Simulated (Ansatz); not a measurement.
## What a change does: band-structure calculation on SnTe

System: SnTe (Fm-3m, 2 atoms in the cell).
Method of run A: DFT, HSE06, plane waves, PAW, no spin polarisation (Ansatz 0.2.0).

The structure derives from an entry of the Crystallography Open Database. The geometry comes from this level: r2SCAN. Text and figures count atoms from 1; the logs count them from 0 in places.

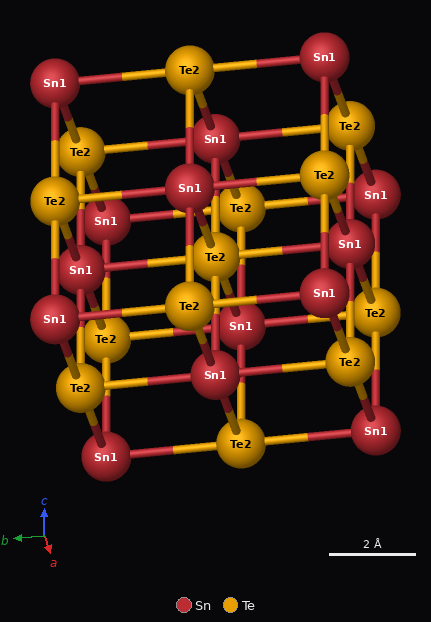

Figure 1. The structure (ball-and-stick view of the cell 4 times as large as that of the calculation, set on its symmetry axes, seen at an oblique angle; atoms are numbered from 1 in the order of the input). Near neighbours in the crystal (not all of them lie inside the picture): Sn has 6 Te at 3.19 Å; Te has 6 Sn at 3.19 Å.

**Input, run A**
```yaml
crystal:
  lattice:
    - [0.0, 3.189354573, 3.189354573]
    - [3.189354573, 0.0, 3.189354573]
    - [3.189354573, 3.189354573, 0.0]
  atoms:
    - { symbol: Sn, position: [0.0, 0.0, 0.0] }
    - { symbol: Te, position: [0.5, 0.5, 0.5] }
kpoints:
  mp_grid: { grid: [6, 6, 6] }
  band_path:
    path:
      - [0.0, 0.0, 0.0]
      - [0.5, 0.0, 0.5]
      - [0.625, 0.25, 0.625]
      - [0.375, 0.375, 0.75]
      - [0.5, 0.5, 0.5]
      - [0.5, 0.25, 0.75]
    npoints: 1
hamiltonian:
  xc: hse06
scf:
  occupations: { method: fermi_dirac, width: 0.02 }
  n_extra_bands: 4
output:
  forces: true
  stress: true
  eigenvalues: true
```

Launched with:
```bash
ansatz run input.yaml --threads 2 --pin off --max-ram 4608MiB --backend cpu --events-out ev --progress --plain --runs-dir out
```

Hardware: 2 threads of Arm Neoverse V2, 24 GiB of memory available, shared host.

**Output, shortened to warnings, some set-up lines, iterations and results (run A)**
```
Warning: output.stress: scf.convergence.dr2_threshold = 1e-7 eV (the SCF's general default) is looser than the 2e-10 eV advised for a printed stress (1e-10 eV for each atom of the cell: 2). What an SCF threshold leaves in a stress goes as its square root, and in the free energy as the threshold itself, and one threshold admits the most on a small cell: of the crystals measured, under no hybrid …
Warning: output.stress: scf.exx.energy_threshold = 1e-6 eV is looser than the 2e-8 eV advised for a stress under a hybrid functional (1e-8 eV for each atom of the cell: 2). Every SCF of the exchange loop can meet its threshold on dr2 while the loop round them stops early: no threshold on dr2 bounds what that leaves in the stress. Set scf.exx.energy_threshold to 2e-8 eV or tighter. The threshold …
Basis set: ecut = 420 eV, 1243 PW (Γ), exchange–correlation on 64×64×64 points (8 copies of the dense FFT grid, shifted against one another)
Symmetry: 48 space group operations
k-points: 16 of 216
Initial density: superposition of atomic densities (neutral atoms: chi_scale 0, normalization atom), corrected by the library's trained network
[...]
SCF iter   1: F=—  HF=-13004.744492 eV  |F-HF|=—  |Δ(HF+E_count)|=         —  Δρ=5.32e-4  dr2=1.46e-4  ethr=1.77e-3  ⟨swp⟩=8.6  Hψ=1237  notcnv=0
SCF iter   2: F=—  HF=-13004.745247 eV  |F-HF|=—  |Δ(HF+E_count)|=   7.56e-4  Δρ=3.35e-4  dr2=7.13e-5  ethr=4.87e-7  ⟨swp⟩=5.7  Hψ=1179  notcnv=0  defer=3
SCF iter   3: F=—  HF=-13004.745339 eV  |F-HF|=—  |Δ(HF+E_count)|=   9.11e-5  Δρ=7.73e-5  dr2=6.39e-6  ethr=2.20e-8  ⟨swp⟩=2.1  Hψ=1186  notcnv=0  defer=1
SCF iter   4: F=—  HF=-13004.745340 eV  |F-HF|=—  |Δ(HF+E_count)|=   1.32e-6  Δρ=3.63e-5  dr2=1.27e-6  ethr=2.13e-8  ⟨swp⟩=3.1  Hψ=607  notcnv=0  defer=1
SCF iter   5: F=—  HF=-13004.745341 eV  |F-HF|=—  |Δ(HF+E_count)|=   9.72e-7  Δρ=1.12e-5  dr2=4.92e-8  ethr=4.24e-9  ⟨swp⟩=3.2  Hψ=700  notcnv=0  defer=1
[... 9 lines ...]
SCF 2 stopped early in 6 iterations: F = -13013.231624 eV  dr2 = 3.06e-6
SCF iter   1: F=—  HF=-13013.231451 eV  |F-HF|=—  |Δ(HF+E_count)|=         —  Δρ=3.09e-5  dr2=8.49e-7  ethr=1.60e-6  ⟨swp⟩=4.0  Hψ=693  notcnv=0
SCF iter   2: F=—  HF=-13013.231451 eV  |F-HF|=—  |Δ(HF+E_count)|=   2.37e-7  Δρ=1.13e-5  dr2=1.25e-7  ethr=2.53e-9  ⟨swp⟩=4.4  Hψ=832  notcnv=0
SCF iter   3: F=-13013.231452 eV  HF=-13013.231452 eV  |F-HF|=1.40e-9  |Δ(HF+E_count)|=   4.34e-7  Δρ=4.09e-6  dr2=7.20e-9  ethr=1.24e-10  ⟨swp⟩=4.3  Hψ=913  notcnv=0  defer=1
SCF 3 converged in 3 iterations: F = -13013.231452 eV  dr2 = 7.20e-9
  Residual-converged pass: ⟨swp⟩=3.1  Hψ=718  notcnv=0  max |occ|·‖R‖ = 2.4e-6 eV (tolerance 2.4e-6 eV)  dr2=7.19e-9  dr2_onsite=1.84e-9  max |Δocc| = 3.5e-13
hybrid outer 2: dexx = +3.958e-7 eV, tail = 2.66e-8 eV, Δε = 4.28e-3 eV (about 1.75e-4 eV left of the loop's levels)
NSCF: frozen V_eff on 6 k-points
hybrid SCF converged: 2 outer / 9 inner (+7 warm-up), last move |dexx| = 3.96e-7 eV, tail = 2.66e-8 eV
Stability not checked: this state was not tested for a lower state beside it, because the functional holds exact exchange (a hybrid, or Hartree-Fock), whose exchange loop this test does not read (fock_operator; see scf.lower_state_search)
Free energy (F): -13013.231451 eV
Frozen-core exchange: fock
Harris-Foulkes:  -13013.231451 eV  (|F-HF|=1.40e-9)
Internal energy: -13013.231433 eV  (E = F + TS)
E sigma→0 (E₀):  -13013.231442 eV
Entropy (-TS):   -0.000019 eV (-0.009 meV/atom)
Fermi energy:    9.183852 eV
--- Per-component energies (eV) ---
  E_band       = -427.183972
  E_kinetic    = 364.206061
  E_local      = -2205.688164  (includes V_loc(G=0)·N_el)
  E_nonlocal   = -345.551463
  E_hartree    = 1375.746972
  E_xc         = -401.154465
  E_vxc        = -160.987818  (∫ρ·V_xc dr)
  E_exx        = -81.201569  (= α·E_x^exact, valence–valence)
  E_paw        = -8829.495220  (= ΣΔE_a)
  E_vpaw       = -668.251811  (= ΣTr[D̂ρ^β])
  E_aug_tail   = -0.000207  (compensation charges beyond the density's cutoff)
  E_ewald      = -2890.171541
  E_core_change = 0.078164  (= ΣΔE_core)
  E_smearing   = -0.000019  (= −TS)
  E_closure    = -0.000000  (closes the sum)
  Σ components = -13013.231451   (vs F -13013.231451, Δ=0.00e0)
--- Forces (eV/Å), atoms counted from 1 ---
  atom   1  Sn    -0.00000000     0.00000000     0.00000000
  atom   2  Te     0.00000000    -0.00000000     0.00000000
  max |Σ_I F_I| component: 5.39e-30 eV/Å
--- Stress (GPa, compression-positive) ---
       -0.315486      -0.000000       0.000000
        0.000000      -0.315486       0.000000
        0.000000       0.000000      -0.315486
  P = ⅓ Tr σ = -0.3155 GPa (-3.155 kbar)
```

For run B the input was changed thus:
```diff
-  xc: hse06
+  xc: pbe0
-  occupations: { method: fermi_dirac, width: 0.02 }
+  occupations: { method: fixed }
```

What does this change do to the results?

The total energies belong to different methods, so their difference says nothing on which is more stable or more accurate. The gap on the mesh goes from 0.25 to 0.75 eV. The functional changes from HSE06 to PBE0. The SCF takes 15 iterations against 16.

**Output, shortened to warnings, some set-up lines, iterations and results (run B)**
```
Warning: output.stress: scf.convergence.dr2_threshold = 1e-7 eV (the SCF's general default) is looser than the 2e-10 eV advised for a printed stress (1e-10 eV for each atom of the cell: 2). What an SCF threshold leaves in a stress goes as its square root, and in the free energy as the threshold itself, and one threshold admits the most on a small cell: of the crystals measured, under no hybrid …
Warning: output.stress: scf.exx.energy_threshold = 1e-6 eV is looser than the 2e-8 eV advised for a stress under a hybrid functional (1e-8 eV for each atom of the cell: 2). Every SCF of the exchange loop can meet its threshold on dr2 while the loop round them stops early: no threshold on dr2 bounds what that leaves in the stress. Set scf.exx.energy_threshold to 2e-8 eV or tighter. The threshold …
Basis set: ecut = 420 eV, 1243 PW (Γ), exchange–correlation on 64×64×64 points (8 copies of the dense FFT grid, shifted against one another)
Symmetry: 48 space group operations
k-points: 16 of 216
Initial density: superposition of atomic densities (neutral atoms: chi_scale 0, normalization atom), corrected by the library's trained network
[...]
SCF iter   1: F=—  HF=-13004.743538 eV  |F-HF|=—  |Δ(HF+E_count)|=         —  Δρ=5.96e-4  dr2=2.04e-4  ethr=1.77e-3  ⟨swp⟩=10.1  Hψ=1331  notcnv=0
SCF iter   2: F=—  HF=-13004.744279 eV  |F-HF|=—  |Δ(HF+E_count)|=   7.40e-4  Δρ=2.80e-4  dr2=3.00e-5  ethr=6.79e-7  ⟨swp⟩=6.2  Hψ=1342  notcnv=0  defer=21
SCF iter   3: F=—  HF=-13004.744340 eV  |F-HF|=—  |Δ(HF+E_count)|=   6.19e-5  Δρ=1.16e-4  dr2=8.04e-6  ethr=1.00e-7  ⟨swp⟩=4.4  Hψ=880  notcnv=0  defer=2
SCF iter   4: F=—  HF=-13004.744348 eV  |F-HF|=—  |Δ(HF+E_count)|=   7.80e-6  Δρ=1.99e-5  dr2=2.01e-7  ethr=6.55e-10  ⟨swp⟩=4.1  Hψ=1825  notcnv=0  defer=1
SCF iter   5: F=-13004.744349 eV  HF=-13004.744349 eV  |F-HF|=1.33e-8  |Δ(HF+E_count)|=   3.32e-7  Δρ=4.69e-6  dr2=6.03e-9  ethr=6.55e-10  ⟨swp⟩=4.0  Hψ=870  notcnv=0
[... 8 lines ...]
SCF iter   1: F=—  HF=-13011.594522 eV  |F-HF|=—  |Δ(HF+E_count)|=         —  Δρ=4.18e-5  dr2=1.02e-6  ethr=1.86e-6  ⟨swp⟩=2.6  Hψ=683  notcnv=0
SCF iter   2: F=—  HF=-13011.594524 eV  |F-HF|=—  |Δ(HF+E_count)|=   2.46e-6  Δρ=2.70e-5  dr2=5.69e-7  ethr=2.72e-9  ⟨swp⟩=5.0  Hψ=1205  notcnv=0
SCF iter   3: F=—  HF=-13011.594524 eV  |F-HF|=—  |Δ(HF+E_count)|=   3.20e-8  Δρ=9.97e-6  dr2=1.98e-7  ethr=1.85e-9  ⟨swp⟩=3.8  Hψ=812  notcnv=0
SCF iter   4: F=-13011.594524 eV  HF=-13011.594524 eV  |F-HF|=5.83e-9  |Δ(HF+E_count)|=   7.61e-8  Δρ=2.79e-6  dr2=8.34e-9  ethr=5.77e-10  ⟨swp⟩=3.9  Hψ=779  notcnv=0
SCF 3 converged in 4 iterations: F = -13011.594524 eV  dr2 = 8.34e-9
  Residual-converged pass: ⟨swp⟩=3.9  Hψ=889  notcnv=0  max |occ|·‖R‖ = 2.4e-6 eV (tolerance 2.4e-6 eV)  dr2=7.49e-9  dr2_onsite=3.77e-10  max |Δocc| = 0.0e0
hybrid outer 2: dexx = +1.072e-6 eV, tail = 3.23e-8 eV, Δε = 4.34e-3 eV (about 1.64e-4 eV left of the loop's levels)
NSCF: frozen V_eff on 6 k-points
hybrid SCF converged: 2 outer / 10 inner (+5 warm-up), last move |dexx| = 1.07e-6 eV, tail = 3.23e-8 eV
Stability not checked: this state was not tested for a lower state beside it, because the functional holds exact exchange (a hybrid, or Hartree-Fock), whose exchange loop this test does not read (fock_operator; see scf.lower_state_search)
Free energy (F): -13011.594524 eV
Frozen-core exchange: fock
Harris-Foulkes:  -13011.594524 eV  (|F-HF|=5.83e-9)
Internal energy: -13011.594524 eV  (E = F + TS)
E sigma→0 (E₀):  -13011.594524 eV
Fermi energy:    8.826756 eV
--- Per-component energies (eV) ---
  E_band       = -439.001408
  E_kinetic    = 364.255157
  E_local      = -2205.946072  (includes V_loc(G=0)·N_el)
  E_nonlocal   = -345.307830
  E_hartree    = 1375.631299
  E_xc         = -388.999225
  E_vxc        = -154.975846  (∫ρ·V_xc dr)
  E_exx        = -93.530762  (= α·E_x^exact, valence–valence)
  E_paw        = -8827.629414  (= ΣΔE_a)
  E_vpaw       = -661.227181  (= ΣTr[D̂ρ^β])
  E_aug_tail   = -0.000207  (compensation charges beyond the density's cutoff)
  E_ewald      = -2890.171541
  E_core_change = 0.104071  (= ΣΔE_core)
  E_smearing   = -0.000000  (= −TS)
  E_closure    = 0.000000  (closes the sum)
  Σ components = -13011.594524   (vs F -13011.594524, Δ=0.00e0)
--- Forces (eV/Å), atoms counted from 1 ---
  atom   1  Sn    -0.00000000     0.00000000     0.00000000
  atom   2  Te     0.00000000    -0.00000000     0.00000000
  max |Σ_I F_I| component: 2.24e-30 eV/Å
--- Stress (GPa, compression-positive) ---
       -0.202493      -0.000000       0.000000
        0.000000      -0.202493       0.000000
       -0.000000       0.000000      -0.202493
  P = ⅓ Tr σ = -0.2025 GPa (-2.025 kbar)
```

**The two runs side by side**

| quantity | run A | run B |
| --- | --- | --- |
| outcome | converged | converged |
| free energy per atom (eV) | −6506.6157 | −6505.7973 |
| gap on the mesh (eV) | 0.25 | 0.75 |
| pressure (GPa) | −0.32 | −0.20 |
| largest force (eV/Å) | 0.000 | 0.000 |
| SCF iterations | 16 | 15 |
| irreducible k-points | 16 | 16 |
| plane waves at Γ | 1243 | 1243 |
| wall time (shared host) | 78 s | 78 s |

For both runs: Warnings: the exchange loop's threshold is looser than advised for the stress; the SCF threshold is looser than advised for the printed stress.
